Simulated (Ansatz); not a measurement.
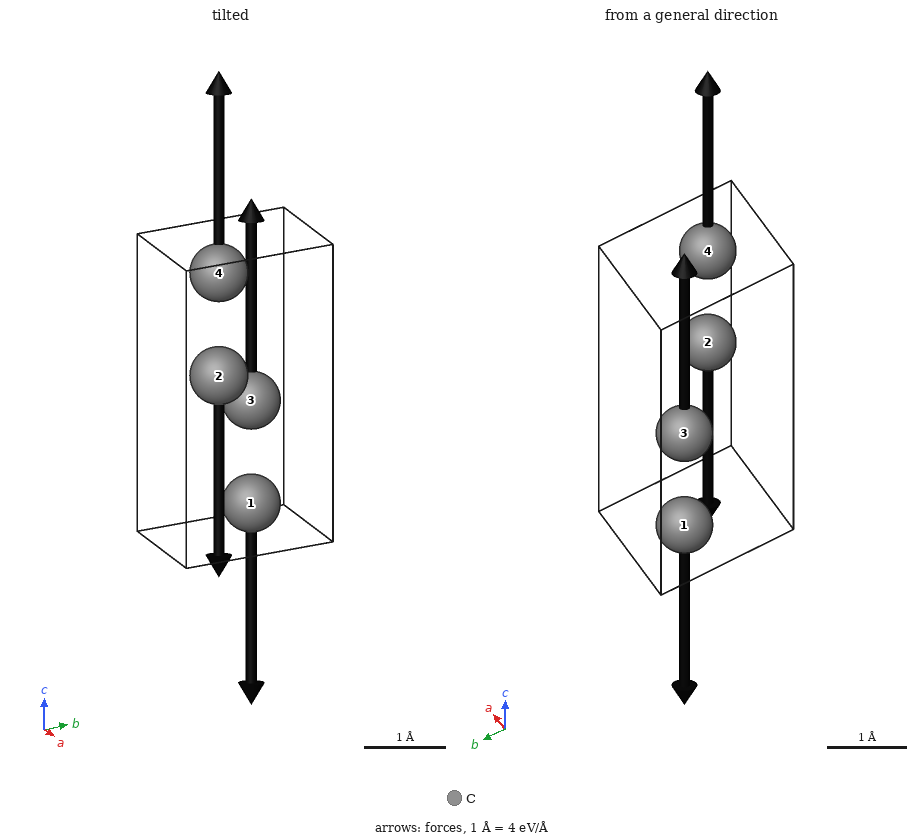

An orthographic spheres-only view of the structure, slightly off an axis and from a general direction. The frame is the simulation cell; atoms at its boundary are shown with their periodic copies. The arrows are the computed forces on the atoms.

System: C. Computed with DFT PBE, scalar-relativistic, plane waves, PAW (Ansatz). Settings: E_cut = 420 eV, a 12×12×6 sampling of the Brillouin zone, Gaussian smearing of 0.02 eV, no spin polarisation.

Question: Is this an equilibrium geometry?

Answer: No. The atoms still feel forces of up to about 8.9 eV/Å, far above a usual threshold of 0.01 to 0.03 eV/Å.

Question: Which atom feels the largest force?

Answer: All C atoms, about 8.9 eV/Å.

The structure comes from an entry, possibly a prediction, of the Crystallography Open Database. The cell was then strained or its atoms displaced on purpose. It went into a calculation with Ansatz.
